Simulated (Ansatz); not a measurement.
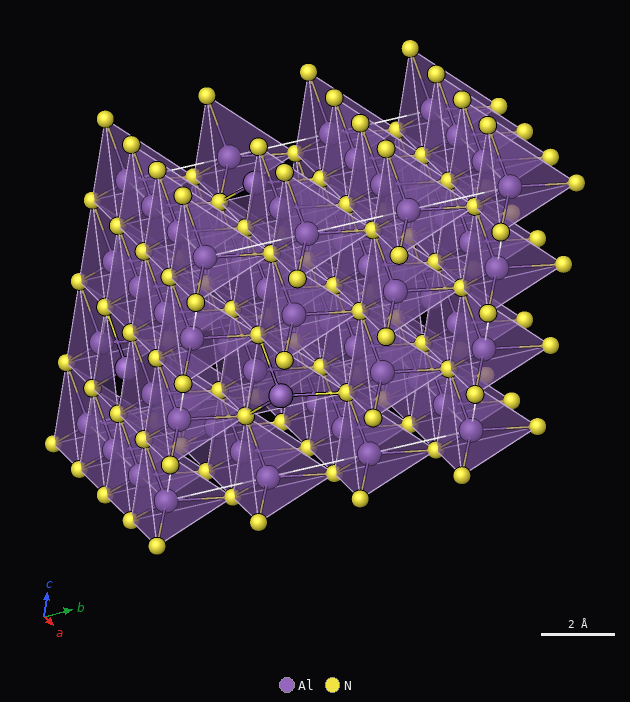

Fig. 1: The structure (polyhedral view of the cell of the calculation, seen slightly off an axis; polyhedra are completed across the faces of the cell). An atom can appear more than once, as a periodic image.

**Al₂₇N₂₆ (charge +1): single-point calculation (part 1 of 2)**

Al₂₇N₂₆ (defect cell, 53 atoms in the cell, total charge +1), computed with DFT PBE, scalar-relativistic, plane waves, PAW, spin-polarised (Ansatz 0.2.0).

The structure derives from a Materials Project entry.

### Output
```
Engine: ansatz 0.2.0, aarch64-unknown-linux-gnu
Pseudopotentials: kind: paw
Pseudopotential: Al, paw, valence charge 3, recommended cutoff 420 eV (normal), Al.paw.azcp
Pseudopotential: N, paw, valence charge 5, recommended cutoff 420 eV (normal), N.paw.azcp
Functional definition: PBE
  parameter kappa = 0.804
  parameter beta = 0.06672455060314922
  exchange = pbe_x(kappa = kappa, mu = beta*pi^2/3)
  correlation = pbe_c(beta = beta)
Crystal: 53 atoms, lattice volume = 562.533 Å³
Basis set: ecut = 420 eV, 10969 PW (Γ), exchange–correlation on 128×128×128 points (8 copies of the dense FFT grid, shifted against one another)
Bands: 159, of which v1, the nominal top of the filled ones, is band 105 counted from 1 (104 counted from 0)
Symmetry: 1 space group operations
Space group: P1 (ITA 1), of the structure as read, at distance tolerance 8.3e-5 Å
Magnetic group: BNS 1.1 (UNI 1), of the structure as read, at distance tolerance 8.3e-5 Å
k-points: 8
Non-local potential: Al, projectors of the file, l = 0: 2, l = 1: 2, l = 2: 1
Non-local potential: N, projectors of the file, l = 0: 2, l = 1: 2, l = 2: 1
PAW form: soft (Blöchl's): semilocal exchange-correlation on the pseudo side does not see the compensation charge
PAW one-centre angular grid: Al, 110 points (default); XC on 64 Gauss nodes
PAW one-centre angular grid: N, 110 points (default); XC on 64 Gauss nodes
Initial density: superposition of atomic densities (chi_scale 0.1, normalization cell, long waves kept (reshape's long-wave potential 0.16 eV rms))
Starting moments: Σ|m| = 0.8 μB on 4 of 53 sites
Initial wavefunctions: pseudopotential atomic-orbital guess
Functional: x = pbe(κ = 0.804, μ = 0.2195149727645171), c = pbe(β = 0.06672455060314922)
SCF iter   1: F=—  HF=-24615.094503 eV  |F-HF|=—  |Δ(HF+E_count)|=         —  Δρ=7.14e-2 (↑7.12e-2 ↓7.14e-2)  dr2=1.41e2  dr2_m=1.12e-2  M=0.000 μB ∫|m|=0.129 μB  β_m=0.30  ethr=3.10e-3  ⟨swp⟩=5.7  Hψ=9991  notcnv=0  defer=407
preconditioner: auto → Resta (q_TF=auto, 2.315 Å⁻¹)  ε∞=3.5  [insulator: Δε(μ)=3.057 eV  Ē_g=14.250 eV  σ=0.050 eV  W_gap=1.00  n_scr=112 (ndim 8)  ℏωp=22.7 eV  f_vac=0.000  D(μ)=0.00/eV (n_scr^D=0)  ε∞_Penn≈3.5]
spin=Collinear: Resta preconditioning applied to the charge; magnetization (m = ρ↑ − ρ↓) channel mixes plain (no charge-response kernel on spin).
SCF iter   2: F=—  HF=-24582.497055 eV  |F-HF|=—  |Δ(HF+E_count)|=    3.26e1  Δρ=3.28e-2 (↑3.27e-2 ↓3.28e-2)  dr2=3.10e1  dr2_m=5.50e-3  M=0.000 μB ∫|m|=0.117 μB  β_m=0.30  ethr=3.10e-3  ⟨swp⟩=3.0  Hψ=4794  notcnv=0  defer=760
SCF iter   3: F=—  HF=-24574.616889 eV  |F-HF|=—  |Δ(HF+E_count)|=    7.88e0  Δρ=1.70e-2 (↑1.70e-2 ↓1.70e-2)  dr2=3.27e0  dr2_m=2.70e-3  M=0.000 μB ∫|m|=0.104 μB  β_m=0.30  ethr=3.10e-3  ⟨swp⟩=2.1  Hψ=4664  notcnv=0  defer=760
SCF iter   4: F=—  HF=-24574.165470 eV  |F-HF|=—  |Δ(HF+E_count)|=   4.51e-1  Δρ=2.25e-3 (↑2.21e-3 ↓2.25e-3)  dr2=7.47e-2  dr2_m=1.32e-3  M=0.000 μB ∫|m|=0.082 μB  β_m=0.30  ethr=1.56e-3  ⟨swp⟩=2.0  Hψ=2884  notcnv=0  defer=760
SCF iter   5: F=—  HF=-24574.196373 eV  |F-HF|=—  |Δ(HF+E_count)|=   3.09e-2  Δρ=1.23e-3 (↑1.22e-3 ↓1.23e-3)  dr2=1.19e-2  dr2_m=6.97e-4  M=0.000 μB ∫|m|=0.065 μB  β_m=0.30  ethr=3.56e-5  ⟨swp⟩=1.2  Hψ=2173  notcnv=0  defer=760
SCF iter   6: F=—  HF=-24574.204346 eV  |F-HF|=—  |Δ(HF+E_count)|=   7.97e-3  Δρ=4.78e-4 (↑4.44e-4 ↓4.78e-4)  dr2=1.94e-3  dr2_m=3.84e-4  M=0.000 μB ∫|m|=0.050 μB  β_m=0.30  ethr=5.66e-6  ⟨swp⟩=2.0  Hψ=3204  notcnv=0  defer=760
Mixer restart at iter 6: flushing history
spin-set hold released at iteration 6 (site moments contracting): the magnetisation degrees of freedom join the quasi-Newton model from the next iteration; the mixer history was flushed
SCF iter   7: F=—  HF=-24574.205323 eV  |F-HF|=—  |Δ(HF+E_count)|=   9.78e-4  Δρ=3.47e-4 (↑3.29e-4 ↓3.47e-4)  dr2=9.67e-4  dr2_m=2.14e-4  M=0.000 μB ∫|m|=0.039 μB  β_m=0.65  ethr=9.26e-7  ⟨swp⟩=1.9  Hψ=2381  notcnv=0  defer=760
SCF iter   8: F=—  HF=-24574.206848 eV  |F-HF|=—  |Δ(HF+E_count)|=   1.52e-3  Δρ=1.08e-4 (↑7.36e-5 ↓1.08e-4)  dr2=1.33e-4  dr2_m=1.20e-5  M=0.000 μB ∫|m|=0.010 μB  β_m=0.64  ethr=4.60e-7  ⟨swp⟩=2.0  Hψ=3404  notcnv=0  defer=760
SCF iter   9: F=—  HF=-24574.206911 eV  |F-HF|=—  |Δ(HF+E_count)|=   6.36e-5  Δρ=2.87e-5 (↑2.87e-5 ↓2.58e-5)  dr2=5.27e-6  dr2_m=2.32e-6  M=0.000 μB ∫|m|=0.002 μB  β_m=0.82  ethr=6.33e-8  ⟨swp⟩=2.0  Hψ=3302  notcnv=0  defer=760
SCF iter  10: F=—  HF=-24574.207746 eV  |F-HF|=—  |Δ(HF+E_count)|=   8.35e-4  Δρ=1.06e-5 (↑1.06e-5 ↓1.03e-5)  dr2=2.33e-6  dr2_m=3.55e-8  M=0.000 μB ∫|m|=0.000 μB  β_m=0.69  ethr=2.51e-9  ⟨swp⟩=2.0  Hψ=3464  notcnv=0  defer=760
SCF iter  11: F=—  HF=-24574.207746 eV  |F-HF|=—  |Δ(HF+E_count)|=   4.47e-7  Δρ=3.32e-6 (↑2.89e-6 ↓3.32e-6)  dr2=1.36e-7  dr2_m=3.06e-9  M=0.000 μB ∫|m|=0.000 μB  β_m=0.85  ethr=1.11e-9  ⟨swp⟩=2.0  Hψ=3371  notcnv=0  defer=760
SCF iter  12: F=-24574.207746 eV  HF=-24574.207746 eV  |F-HF|=9.78e-9  |Δ(HF+E_count)|=   2.61e-8  Δρ=8.81e-7 (↑8.81e-7 ↓8.21e-7)  dr2=1.49e-8  dr2_m=2.01e-10  M=0.000 μB ∫|m|=0.000 μB  ethr=4.76e-11  ⟨swp⟩=17.4  Hψ=17066  notcnv=0
SCF 1 converged in 12 iterations: F = -24574.207746 eV  dr2 = 1.49e-8
  greatest PAW one-centre occupation: 0.789 electrons in one spin orbital (limit 2), on the N atom at site 47 (counted from 0), in its partial waves of l = 0
```

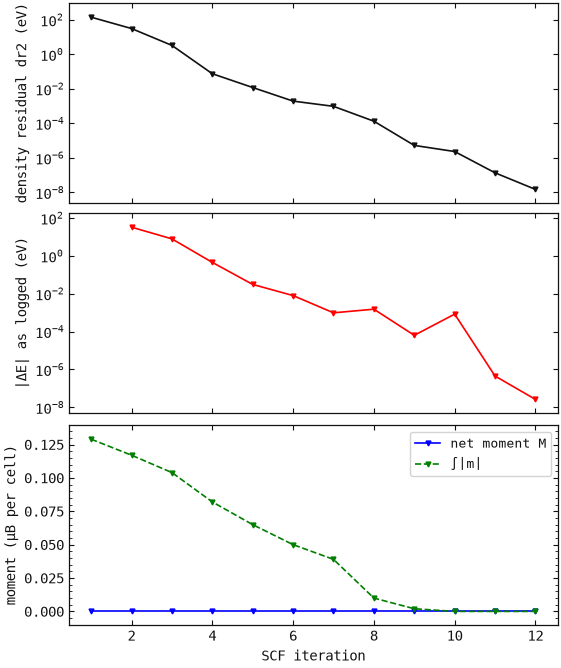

Fig. 2: Convergence of the self-consistent field: density residual dr2, size of the energy change and magnetic moment against the SCF iteration. The residual falls at every step. The net moment stays at 0.0 μB per cell, and ∫|m| falls to zero.

```
WARN: the starting moments were not kept: the SCF closed with an absolute magnetisation of 4.3e-5 μB, where they sum to 0.8 μB in size (4 sites). That is at most 0.1 of that sum. Measured as dr2_m measures the in/out step, that magnetisation stands 3.8e-11 eV from none, at or under the dr2_threshold of 1.0e-7 eV: it is no larger than a step whose dr2_m would equal this threshold. The system may hold no moment; this SCF shows only that its start led to no more than that. To try another start: raise the starting moments (crystal.atoms[].spin, magnetization.per_species, magnetization.initial_magnetization, or on a non-collinear deck that types none of these the spinor_matrix: blocks that start its atoms; where the total moment is fixed, keep their sum and leave initial_magnetization as it is; typed ones take the place of any that the run laid by itself, positive ones on a crystal's lanthanoids without a Hubbard term where scf.initial_density.shell_occupations: [] is typed) or, if the notice of its spin-set hold's release reads "site moments contracting" or "site moments show no strong build", lengthen the hold (scf.mixing.spin_hold: { on: { confirm: 4 } }; for m-r²SCAN on two components see the key's manual first). Each may lead to a state that holds a moment. A second SCF, from the converged charge density, with the starting moments and any scf.initial_density.shell_occupations laid on it anew, would have followed, and was not run: the deck does not ask for one (magnetization.retry_lost_moments is false, the default). To let it run, set magnetization.retry_lost_moments: true and run the deck again, where that key's refused combinations let it; where memory then withholds it, that run's warning says so.
SCF converged after 12 iterations
Magnetization: 0.0000 μB (105.0000 up, 105.0000 down)
Absolute magnetization: 0.0000 μB (∫|ρ↑−ρ↓|, with the PAW one-centre terms)
Spin contamination: 0.0000 ħ² per cell (⟨S²⟩ above its minimum at these occupations)
Per-site moments (μB) at R_I (Å): [(-1.1271713436457896e-8, 0.7803305538752733), (1.375288015487461e-7, 0.7780784443894362), (1.3812792730923797e-7, 0.7780768068753307), (1.3704727888561874e-7, 0.7780890974080499), (-2.7075743685299234e-7, 0.7767432771305569), (1.3798877082750946e-7, 0.7780760227817677), (1.3759862907929165e-7, 0.7781033174081062), (1.37852128891921e-7, 0.7780789050342589), (-1.3777693674029558e-9, 0.7794844049778584), (1.3707633139051569e-7, 0.778085005880435), (-2.696187627559436e-7, 0.7767538121960698), (1.3767578703828757e-7, 0.7780827475538077), (-2.7158463212594207e-7, 0.7768579857004502), (-2.6933843100073234e-7, 0.7767433246493046), (1.5652621421626103e-7, 0.7790433758426523), (1.3749894097959998e-7, 0.7780727043902943), (1.5661177160176084e-7, 0.779059011853334), (1.5656931553483578e-7, 0.7790651490972306), (1.374226227959879e-7, 0.7780879741020624), (1.372671156003479e-7, 0.7780755527728297), (-1.5421342116831792e-9, 0.7794913107353862), (1.3741467161751334e-7, 0.7780738950725977), (1.563147428684861e-7, 0.7790590747417904), (1.5663149094685652e-7, 0.7790751297968218), (-5.349229585410151e-10, 0.7794832585101339), (1.5643406892288326e-7, 0.7790495513602044), (-9.96179191949632e-10, 0.7794907847411501), (-1.1067379438668792e-6, 0.7767433246493046), (-1.0935351301912979e-6, 0.7768579857004502), (-1.1135380750962663e-6, 0.7768708170091561), (-1.5180205976486994e-8, 0.779059011853334), (-1.1069772541431094e-6, 0.7769416939698904), (-1.1047639957956864e-6, 0.7768668869042943), (-1.1140306301493626e-6, 0.7768166148841111), (-8.373809239236886e-8, 0.7800364249167477), (-1.1091545937112597e-6, 0.7769048801086602), (-1.590810937512727e-8, 0.7790433758426523), (-1.1064098162737315e-6, 0.7768929603179401), (-1.8796519823710423e-8, 0.7790864594422422), (-1.9320467032093132e-8, 0.7790495513602044), (1.9993602355954812e-8, 0.7780727043902943), (-1.1071600622250515e-6, 0.7767538121960698), (2.5609461326236423e-8, 0.7780755527728297), (2.2644434968911443e-8, 0.778085005880435), (-1.0992737586918e-6, 0.7769717838455432), (-1.1118975597364168e-6, 0.7769339010987124), (-8.079109967642341e-8, 0.7800662231190455), (-1.103943848580762e-6, 0.7767432771305569), (2.0514080169806412e-8, 0.7780760227817677), (2.1257385509148904e-8, 0.7780890974080499), (-8.548700192476685e-8, 0.7800389900726938), (2.5477015533205422e-8, 0.7780768068753307), (-8.518306792426548e-8, 0.7800465566716018)]
Free energy (F): -24574.207746 eV
Harris-Foulkes:  -24574.207746 eV  (|F-HF|=9.78e-9)
Internal energy: -24574.207746 eV  (E = F + TS)
E sigma→0 (E₀):  -24574.207746 eV
Fermi energy:    8.638675 eV
--- Per-component energies (eV) ---
  E_band       = 385.010461
  E_kinetic    = 4150.748487
  E_local      = -6027.216749  (includes V_loc(G=0)·N_el)
  E_nonlocal   = 1450.892649
  E_hartree    = 2119.638764
  E_xc         = -2676.132029
  E_vxc        = -2821.138604  (∫ρ·V_xc dr)
  E_paw        = -15940.677902  (= ΣΔE_a)
  E_vpaw       = -607.550015  (= ΣTr[D̂ρ^β])
  E_aug_tail   = 0.002535  (compensation charges beyond the density's cutoff)
  E_ewald      = -7651.463502
  E_smearing   = -0.000000  (= −TS)
  E_closure    = 0.000000  (closes the sum)
  E_deformation_potential = 17.024260  (in the stress; not in F)
  Σ components = -24574.207746   (vs F -24574.207746, Δ=0.00e0)
--- Forces (eV/Å), atoms counted from 1 ---
  atom   1  Al     0.00010907    -0.00046063    -0.00051341
  atom   2  Al    -0.04142368    -0.04081208    -0.16409840
  atom   3  Al     0.04208640     0.04061228    -0.16574352
  atom   4  Al    -0.04177105    -0.16861277    -0.04606844
  atom   5  Al     0.30949201    -0.31029720    -0.32362618
  atom   6  Al     0.16658833     0.04259347    -0.04397782
  atom   7  Al     0.04333568    -0.16987535     0.04384354
  atom   8  Al     0.16686023    -0.04239706     0.04397683
  atom   9  Al     0.00049116     0.00015540     0.00124939
  atom  10  Al    -0.16678726    -0.04006503    -0.04509213
  atom  11  Al    -0.31204187     0.30967391    -0.31655350
  atom  12  Al     0.04081147     0.16560023    -0.04346241
  atom  13  Al    -0.31188342    -0.31272192     0.31867247
  atom  14  Al     0.30924977     0.31126763     0.31929110
  atom  15  Al     0.00062287    -0.00100948     0.12538213
  atom  16  Al     0.04254190    -0.04090605     0.16501548
  atom  17  Al    -0.00108716     0.12340373     0.00062041
  atom  18  Al    -0.12428430    -0.00124566    -0.00045188
  atom  19  Al    -0.16740711     0.04406550     0.04129657
  atom  20  Al    -0.04283445     0.16523235     0.04234068
  atom  21  Al    -0.00009523     0.00056821     0.00111989
  atom  22  Al    -0.04116830     0.04344807     0.16634032
  atom  23  Al     0.12406879    -0.00165584     0.00117325
  atom  24  Al    -0.00022384    -0.12361783     0.00027662
  atom  25  Al     0.00086706     0.00101853    -0.00116192
  atom  26  Al    -0.00018615    -0.00261840    -0.12554419
  atom  27  Al     0.00014493    -0.00000392    -0.00065529
  atom  28  N     -0.19069059    -0.19223910    -0.01068462
  atom  29  N      0.19535026     0.19374111    -0.00936277
  atom  30  N     -0.18944109    -0.01057961    -0.19181912
  atom  31  N      0.00361222    -0.00258380    -0.00344233
  atom  32  N      0.01105177     0.19177583    -0.19455309
  atom  33  N      0.18938267    -0.01113702     0.19195896
  atom  34  N      0.01067672    -0.18795829     0.19195801
  atom  35  N     -0.00500951     0.00531340     0.00525103
  atom  36  N     -0.00966718    -0.19038646    -0.19141613
  atom  37  N     -0.00349532     0.00378910    -0.00333018
  atom  38  N      0.19073426     0.01003860    -0.19163833
  atom  39  N     -0.00325333    -0.00301957     0.00348305
  atom  40  N      0.00360508     0.00370332     0.00315124
  atom  41  N     -0.00029448    -0.00095401    -0.06924417
  atom  42  N      0.19058239    -0.19107643     0.01101013
  atom  43  N      0.00013934    -0.06938148    -0.00013372
  atom  44  N      0.06990010    -0.00074963     0.00016233
  atom  45  N     -0.01111655     0.18984560     0.19568968
  atom  46  N     -0.18909175     0.01079056     0.19320259
  atom  47  N      0.00464280    -0.00429903     0.00505538
  atom  48  N     -0.19380588     0.19291816     0.01219504
  atom  49  N     -0.07001829    -0.00041082     0.00010374
  atom  50  N     -0.00041628     0.07112284     0.00062818
  atom  51  N      0.00540737     0.00518849    -0.00545602
  atom  52  N     -0.00010012    -0.00063585     0.06850028
  atom  53  N     -0.00475893    -0.00415398    -0.00491524
  max |Σ_I F_I| component: 3.54e-6 eV/Å
--- Band table (eV; the first three rows and the last of 16) ---
  k-point 0 ↑: bands = ["-8.0475", "-6.7708", "-6.7694", "-6.7693", "-6.7452", "-6.7452", "-6.7444", "-6.6311", "-6.4845", "-6.3299", "-6.3289", "-6.2626", "-6.2625", "-6.2622", "-5.9784", "-5.6931", "-5.6930", "-5.6921", "-5.5473", "-5.5469", "-5.5467", "-5.5120", "-5.5119", "-5.4770", "-5.4769", "-5.4766", "1.2790", "2.2975", "2.3425", "2.3426", "2.3427", "2.4162", "2.4163", "2.4169", "2.5136", "2.5138", "2.5816", "2.5819", "2.5820", "2.6460", "2.6460", "2.6463", "2.6464", "2.7113", "2.7114", "2.7115", "2.8634", "2.9711", "2.9714", "3.0947", "3.0950", "3.0951", "3.1856", "3.1863", "3.1864", "3.2112", "3.2115", "3.2117", "3.2162", "3.2168", "3.2271", "3.6388", "3.6389", "3.6394", "5.3910", "5.3911", "5.3912", "5.4713", "5.4717", "5.4717", "5.4791", "5.4792", "5.4792", "5.6696", "5.6697", "5.6700", "5.6891", "5.7475", "5.7476", "5.7478", "5.7795", "5.7799", "5.8049", "5.8050", "5.8051", "6.1104", "6.1109", "6.1110", "6.2674", "6.4401", "6.4402", "6.4410", "6.4459", "6.4465", "6.5067", "6.5070", "6.5195", "6.5198", "6.5198", "6.5586", "6.5587", "6.5588", "6.8549", "6.8550", "6.8550", "10.9241", "10.9243", "10.9289", "11.2863", "11.6872", "11.6890", "11.9456", "11.9457", "11.9463", "12.0798", "12.9210", "12.9231", "12.9575", "12.9577", "12.9579", "12.9703", "12.9705", "12.9706", "13.1022", "13.3945", "13.3946", "13.3949", "13.8687", "13.8687", "13.8692", "13.9123", "14.4031", "14.4032", "14.4048", "15.6537", "16.2737", "16.2896", "16.2900", "16.2901", "16.2913", "16.2919", "16.9802", "16.9820", "17.0094", "17.0103", "17.0104", "17.0705", "17.0706", "17.0710", "17.1590", "17.1591", "17.1597", "17.2243", "17.2837", "17.3095", "17.3102", "17.3102", "17.9837", "17.9838"]
```
